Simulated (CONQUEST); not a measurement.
# A series of single points on AgBr

System: AgBr (4 atoms in the cell).
Method: Kohn-Sham DFT of a periodic cell, PBEsol, PseudoDojo NC PBEsol, no spin polarisation (CONQUEST 1.3).

The 7 runs differ only in the geometry, by an even scaling of the cell at fixed fractional positions. The structure derives from an entry of the Crystallography Open Database.

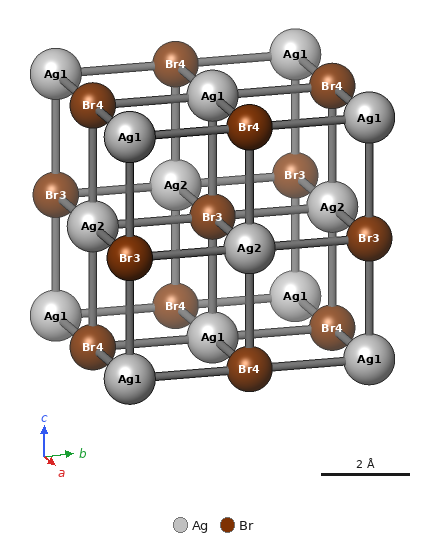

Figure 1. The structure of run 4 (ball-and-stick view of the cell 2 times as large as that of the calculation, set on its symmetry axes, seen slightly off an axis; atoms are numbered from 1 in the order of the input). An atom can appear more than once, as a periodic image.

### Input of run 4
```
IO.Title AgBr
IO.Coordinates coords.dat
IO.FractionalAtomicCoords T
IO.Iprint 2
IO.Iprint_init 1
General.NumberOfSpecies 2
General.PseudopotentialType hamann
AtomMove.TypeOfRun static
AtomMove.FullStress T
Grid.PointsAlongX 40
Grid.PointsAlongY 40
Grid.PointsAlongZ 60
DM.SolutionMethod diagon
Diag.MPMesh T
Diag.GammaCentred T
Diag.MPMeshX 7
Diag.MPMeshY 7
Diag.MPMeshZ 5
Diag.kT 0.00183747
minE.SCTolerance 1e-6
SC.MaxIters 100
IO.AtomChargeOutput T
%block ChemicalSpeciesLabel
1 107.870 Ag
2 79.900 Br
%endblock
```

Command:
```bash
OMP_NUM_THREADS=1 Conquest
```

Lattice vectors (Å) and fractional positions of run 4:
```
   4.059005    0.000000    0.000000
   0.000000    4.059005    0.000000
   0.000000    0.000000    5.740300
Ag  0.000000  0.000000  0.000000
Ag  0.500000  0.500000  0.500000
Br  0.000000  0.000000  0.500000
Br  0.500000  0.500000  0.000000
```

Run 5 has the same physical settings and fractional positions; its lattice vectors (Å) are:
```
   4.085887    0.000000    0.000000
   0.000000    4.085887    0.000000
   0.000000    0.000000    5.778316
```

### Results, with one run withheld

| run | volume per atom (Å³) | free energy per atom, from the lowest run given (meV) | pressure (GPa) | gap on the mesh (eV) |
| --- | --- | --- | --- | --- |
| 1 | 22.225 | 9.63 | 3.04 | 0.84 |
| 2 | 22.698 | 2.43 | 1.56 | 0.83 |
| 3 | 23.171 | 0.00 | 0.16 | 0.82 |
| 4 | 23.644 | 0.55 | −0.50 | 0.82 |
| 5 | 24.116 | ? | ? | ? |
| 6 | 24.589 | 7.97 | −1.97 | 0.81 |
| 7 | 25.062 | 14.82 | −2.80 | 0.81 |

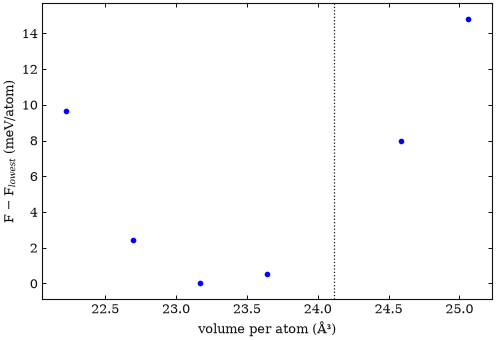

Figure 2. Free energy per atom of the runs given; the dotted line marks run 5.

What should run 5 give?

A cubic polynomial in V^(−2/3) (the Birch–Murnaghan form), fitted to the 6 runs given, misses them by at most 0.29 meV per atom. With x = V^(−2/3) − 0.12178 Å⁻², it reads F = −0.030666 − 714.42 x + 5.1336e+05 x² + 1.3925e+07 x³ (meV per atom). At run 5 it gives 3.28 meV per atom, and the run itself gives 3.09. The slope of the fit gives a pressure −dF/dV of −1.37 GPa there, and the run prints −1.21 GPa. The two needn't agree exactly: the fit is approximate, and the printed stress is taken on a finite basis. The fit has its minimum at 23.336 Å³ per atom, where V d²F/dV² gives 49.6 GPa: the bulk modulus at this level, since symmetry fixes the shape and the positions. The gap on the mesh goes, without turning, from 0.84 eV in run 1 to 0.81 eV in run 7; run 5 has 0.82 eV. These are gaps of this functional on this mesh, which can miss the band edges; they aren't the measured gap.

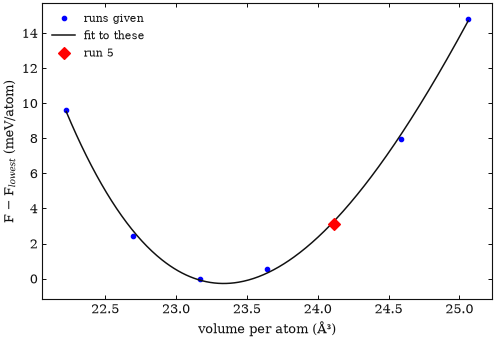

Figure 3. The fit and the withheld run.

### Some lines of the output (run 5)
```
[...]
          DFT Total Energy                 :      -341.228340792602125 Ha
          Free Energy (E-TS)               :      -341.239525336101167 Ha
          DFT Total Energy                 :      -341.238137416981090 Ha
          Free Energy (E-TS)               :      -341.238951215703821 Ha
          DFT Total Energy                 :      -341.238906836973229 Ha
          Free Energy (E-TS)               :      -341.238912724737986 Ha
          DFT Total Energy                 :      -341.238911382224728 Ha
          Free Energy (E-TS)               :      -341.238912043206255 Ha
          DFT Total Energy                 :      -341.238911725510263 Ha
          Free Energy (E-TS)               :      -341.238912022445447 Ha
          DFT Total Energy                 :      -341.238911717711005 Ha
      | Free Energy as E-TS      =      -341.238912022445447 Ha
      |* DFT total energy        =      -341.238911717711005 Ha
    force: Average pressure:     -1.20516220 GPa
```

Notes: With a small basis of atomic orbitals these values can differ much from converged plane-wave results.
